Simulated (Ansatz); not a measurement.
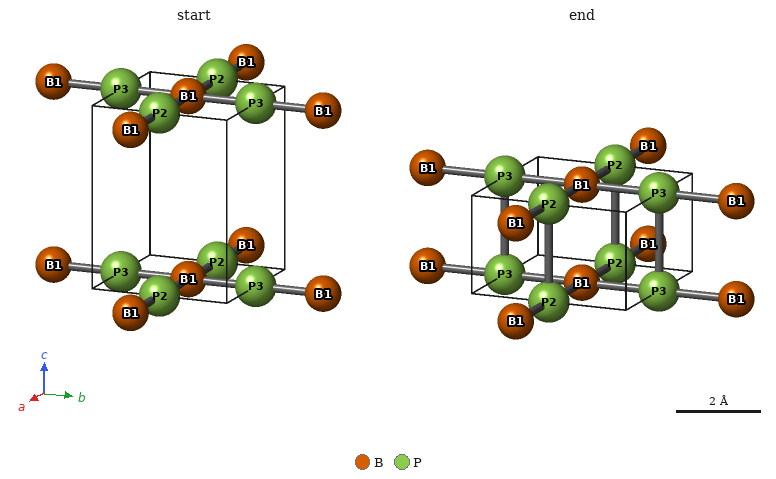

The structure of crystalline BP$_{2}$ (a generated structure, set up in P4/mmm) (coarse preliminary run) before (left) and after (right) a relaxation, at one scale.

A ball-and-stick model of the cell of the calculation, seen slightly off an axis.

These are results of DFT PBE, scalar-relativistic, plane waves, PAW in Ansatz, not measurements. (plane-wave cutoff 420 eV; k-point mesh 6 × 6 × 4; occupations gaussian; smearing width 0.1 eV; no spin polarisation; cell and atoms relaxed; force threshold 0.04 eV/Å; at most 70 steps)

Describe what moved and what it gained.

The atoms keep their places relative to the cell (all moves are under 0.005 Å). The volume changes by −29.8 %, with a = b 3.522 → 4.033 Å (+14.5 %), c 4.541 → 2.432 Å (−46.4 %). Some distances before and after: P2–P2 4.541 → 2.432 Å, P2–P3 2.491 → 2.851 Å, B1–P2 1.761 → 2.016 Å. The space group stays P4/mmm (No. 123). The energy falls by 745 meV per atom in 16 accepted moves (20 points after the start). All forces vanish by symmetry, so only the cell relaxes. The pressure goes from 28.13 to 0.01 GPa. The line search rejected the trial steps at points 12, 15 of the run. At 2 points the geometry stayed and the basis and grid were re-selected for the new cell (energy shift of 7.0 meV per atom at most each time).
